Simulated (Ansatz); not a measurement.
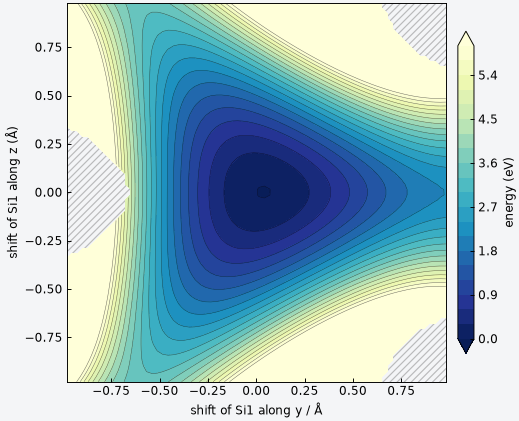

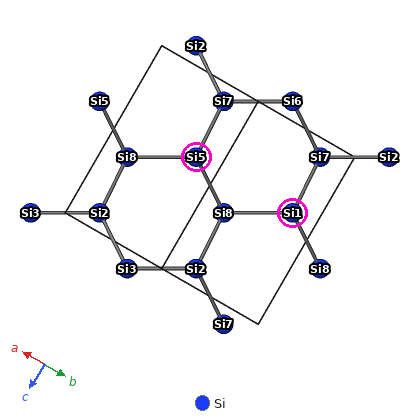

Energy landscape of Si (I4/mmm, No. 139; 8 atoms in the cell). One atom moved over a plane, all else fixed (x along [1 0 0], y along [0 1 0], z along [0 0 1] of the conventional cell). First axis: shift of Si1 along y. Second axis: shift of Si1 along z. Nothing is relaxed (all other atoms fixed). Grid: 5 × 5 points. At 3 points there is no value (left out of the scan, as a rule where atoms come close). Points are written as (first, second). All energies are given in eV per cell relative to the lowest grid point. The band gap closes in part of the range. All numbers below come from Ansatz, DFT PBEsol, scalar-relativistic, plane waves, PAW. Settings: cutoff 420 eV, k-mesh 8×8×8, gaussian smearing 0.03 eV, no spin polarisation.

Drawn: filled contours, one colour for all values above the top of the scale, hatched blanks where no value was computed. Between grid points the surface is interpolated. The second picture is the structure at the lowest point

### Where are the wells?

The lowest grid point is at (0.00 Å, 0.00 Å). No other kind of well shows on this grid. The highest grid point, (0.49 Å, −0.98 Å), lies 17.6 eV above the lowest. Near the minimum the well is nearly round, with a curvature of about 12 eV/Å².

Grid values (eV):

| shift of Si1 along z ↓, shift of Si1 along y → | −0.98 | −0.49 | 0.00 | 0.49 | 0.98 |
| --- | --- | --- | --- | --- | --- |
| 0.98 | 7.1 | 3.5 | 7.8 | 17.6 | – |
| 0.49 | 14.0 | 2.5 | 1.7 | 4.2 | 6.1 |
| 0.00 | – | 2.4 | 0.0 | 0.9 | 2.1 |
| −0.49 | 13.9 | 2.4 | 1.7 | 4.2 | 6.0 |
| −0.98 | 7.0 | 3.5 | 7.8 | 17.6 | – |

The input of one point:

```yaml
crystal:
  lattice:
    - [-3.3221878745, -3.3221878745, 1.9186812122]
    - [-3.3221878745, 3.3221878745, -1.9186812122]
    - [3.3221878745, -3.3221878745, -5.7560436367]
  atoms:
    - { symbol: Si, position: [0.6425391386, 0.4106347847, 0.4106347847] }
    - { symbol: Si, position: [0.6425391386, 0.9106347847, 0.9106347847] }
    - { symbol: Si, position: [0.3574608614, 0.0893652153, 0.0893652153] }
    - { symbol: Si, position: [0.3574608614, 0.5893652153, 0.5893652153] }
    - { symbol: Si, position: [0.0, 0.768095646, 0.4106347847] }
    - { symbol: Si, position: [0.0, 0.268095646, 0.9106347847] }
    - { symbol: Si, position: [0.0, 0.731904354, 0.0893652153] }
    - { symbol: Si, position: [0.0, 0.231904354, 0.5893652153] }
basis:
  ecutwfc: 420
kpoints:
  mp_grid: { grid: [8, 8, 8] }
hamiltonian:
  xc: pbesol
  pseudopotentials: { kind: paw, azcp: { folder: soft_1 } }
scf:
  occupations: { method: gaussian, width: 0.03 }
output:
  forces: true
  stress: true
  eigenvalues: true
  write_density: true
  write_potential: true
  elf: true
  volumetric_format: npy
```

The whole map (22 points run) took 38 min on 2 threads of Arm Neoverse N1 (shared host).
